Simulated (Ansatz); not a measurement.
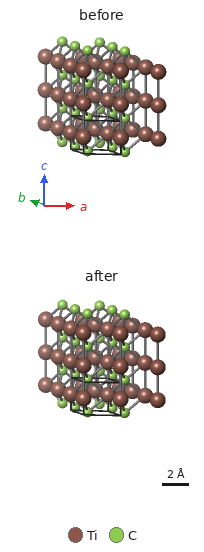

The structure of crystalline TiC (a generated structure, set up in P-6m2) before (top) and after (bottom) a relaxation, at one scale.

A ball-and-stick model of the cell of the calculation, repeated 2 × 3 × 3 with one cell outlined, seen slightly off an axis.

The run lets cell and atoms move.

Level of theory: Kohn-Sham DFT of a periodic cell, PBEsol0, Ansatz PAW in Ansatz.

Input file:
```yaml
crystal:
  lattice:
    - [3.04209, 0.0, 0.0]
    - [-1.52104, 2.63452, 0.0]
    - [0.0, 0.0, 2.69797]
  atoms:
    - { symbol: Ti, position: [0.0, 0.0, 0.5] }
    - { symbol: C, position: [0.33333, 0.66667, 0.0] }
hamiltonian:
  xc: { exchange: pbesol, correlation: pbesol, exx: { coeff: 0.25 } }
  pseudopotentials: { kind: paw }
kpoints:
  mp_grid: { grid: [5, 5, 5] }
scf:
  occupations: { method: fermi_dirac, width: 0.05 }
output:
  forces: true
  stress: true
  eigenvalues: true
relax:
  f_tol: 0.01
  max_steps: 40
  cell: { stress_tol: 0.05 }
```

Q: What changed between the two?

A: After 4 accepted moves (5 points after the start) the energy has fallen by 15.1 meV per atom. All forces vanish by symmetry, so only the cell relaxes. The pressure goes from −9.39 to −0.05 GPa. The SCF was repeated once at an unchanged geometry on a basis and grid sized afresh for the cell, which shifted the energy by 0.4 meV per atom at most. The atoms keep their places relative to the cell (all moves are under 0.005 Å). The drawn cell changes as follows: a = b 3.042 → 3.017 Å (−0.8 %), c 2.698 → 2.641 Å (−2.1 %); the volume changes by −3.7 %. Some distances before and after: Ti–Ti 2.698 → 2.641 Å, C–Ti 2.215 → 2.186 Å, Ti–Ti 3.042 → 3.017 Å. The space group stays P-6m2 (No. 187).

Limits of the set-up: the k-point mesh is coarse for a cell with partly filled bands.
